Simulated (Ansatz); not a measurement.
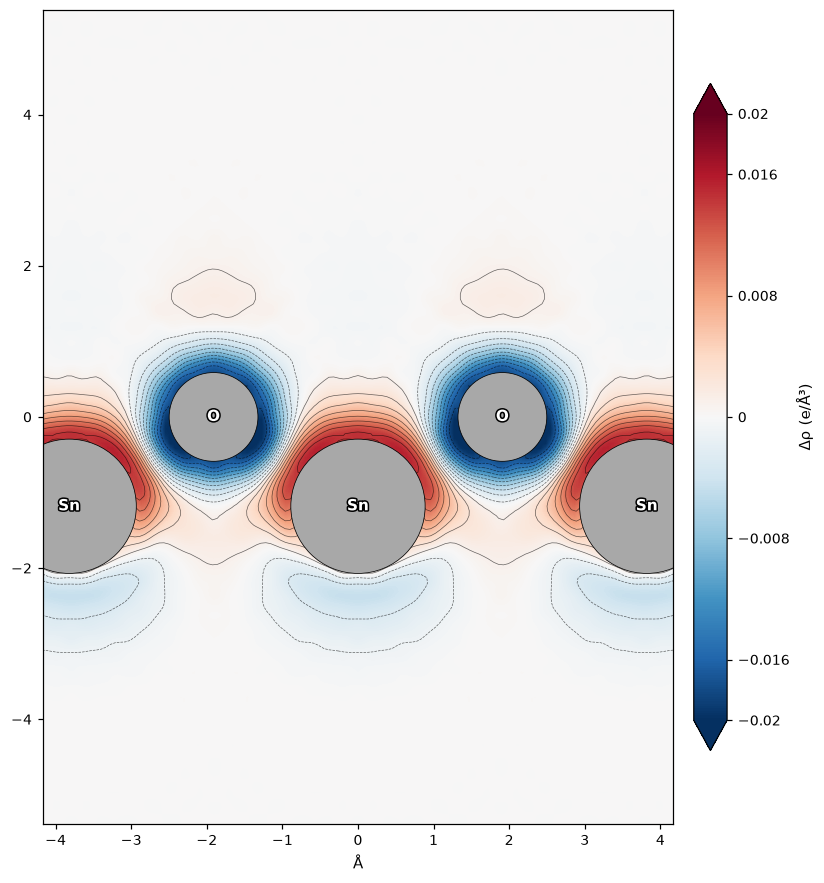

SnO (slab). Difference of the valence pseudo-densities of two functionals at the same geometry, on the (100) plane of the calculation cell, a cut from vacuum to vacuum: PBE less r2SCAN.

Both computed with Ansatz (plane waves, PAW), on the same k-point mesh. Grey discs cover the atomic cores.

```xyz
4
Lattice="3.8206 0.0000 0.0000 0.0000 3.8206 0.0000 0.0000 0.0000 30.6349" Properties=species:S:1:pos:R:3 pbc="T T T"
Sn    2.8654    0.9551   14.1356
O     0.9551    0.9551   15.3175
O     2.8654    2.8654   15.3175
Sn    0.9552    2.8654   16.4994
```

What does the difference map show?

Answer. Against r2SCAN, PBE gives more density around Sn (+0.008 e/Å³ on average at 1.0 Å from the nucleus), less density around O (−0.015 e/Å³ on average at 0.7 Å from the nucleus) and a change of +0.007 e/Å³ at the midpoint of Sn–O.
